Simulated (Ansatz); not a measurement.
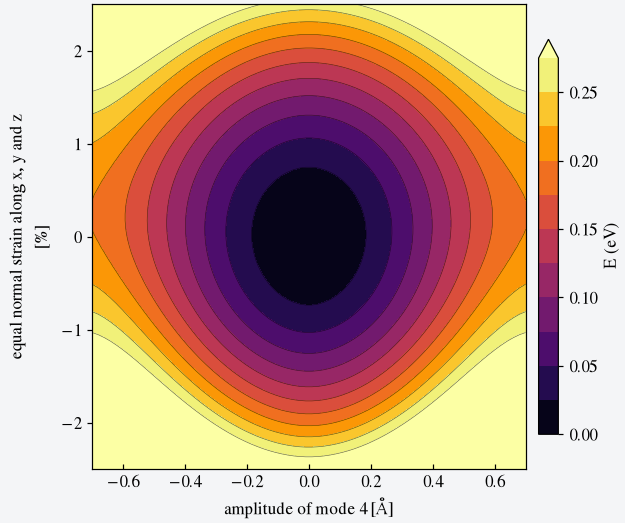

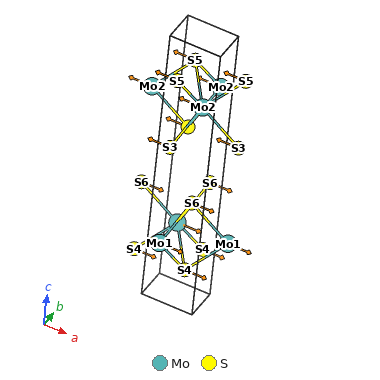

Energy landscape of MoS₂ (P6_3/mmc, No. 194; 6 atoms in the cell). 
- The energy is mapped over a normal mode and a strain (zone-centre modes of the 6-atom cell of this scan) (x along [1 0 0], y along [1 2 0], z along [0 0 1] of the conventional cell).
- First axis: amplitude of mode 4 (36 cm⁻¹), largest displacement in the unstrained cell. Second axis: equal normal strain along x, y and z.
- Nothing is relaxed (the pattern is fixed in fractional coordinates).
- Grid: 7 × 7 points; 28 points were computed and 21 follow by symmetry.
- Points are written as (first, second).
- All energies are given in eV per cell relative to the lowest grid point.
- Computed with DFT PBE+D3(BJ), scalar-relativistic, plane waves, PAW (Ansatz 0.2.0). Settings: cutoff 420 eV, k-mesh 12×12×4 in the order of the run's cell vectors, gaussian smearing 0.05 eV, no spin polarisation.

Drawn: filled contours, one colour for all values above the top of the scale. Between grid points the surface is interpolated. The second picture is the structure at the lowest point

Where are the wells?

Answer. The lowest grid point is at (0.000 Å, 0.00 %). No other kind of well shows on this grid. The highest grid point, (−0.700 Å, −2.50 %), lies 0.572 eV above the lowest. The gap on the k-mesh is 0.8 eV at the lowest point and runs from 0.6 to 0.8 eV over the map.

The input of one point:

```yaml
crystal:
  lattice:
    - [3.1493579417, 0.0, 0.0]
    - [-1.5746789709, 2.7274239831, 0.0]
    - [0.0, 0.0, 12.0917670417]
  atoms:
    - { symbol: Mo, position: [0.3333333333, 0.6666666667, 0.25] }
    - { symbol: Mo, position: [0.6666666667, 0.3333333333, 0.75] }
    - { symbol: S, position: [0.3333333333, 0.6666666667, 0.6204968003] }
    - { symbol: S, position: [0.6666666667, 0.3333333333, 0.1204968003] }
    - { symbol: S, position: [0.3333333333, 0.6666666667, 0.8795031997] }
    - { symbol: S, position: [0.6666666667, 0.3333333333, 0.3795031997] }
basis:
  ecutwfc: 420
kpoints:
  mp_grid: { grid: [12, 12, 4] }
hamiltonian:
  xc: pbe
  pseudopotentials: { kind: paw, azcp: { folder: soft_1 } }
  dispersion: d3bj
scf:
  occupations: { method: gaussian, width: 0.05 }
output:
  forces: true
  stress: true
  eigenvalues: true
  write_density: true
  write_potential: true
  elf: true
  volumetric_format: npy
```

Each point was launched as `ansatz run input.yaml --threads 2 --pin off --max-ram 4096MiB --backend cpu --events-out ev --progress --plain --runs-dir out`. The whole map (28 points run) took 16 min on 2 threads of Arm Neoverse N1, on a shared host.
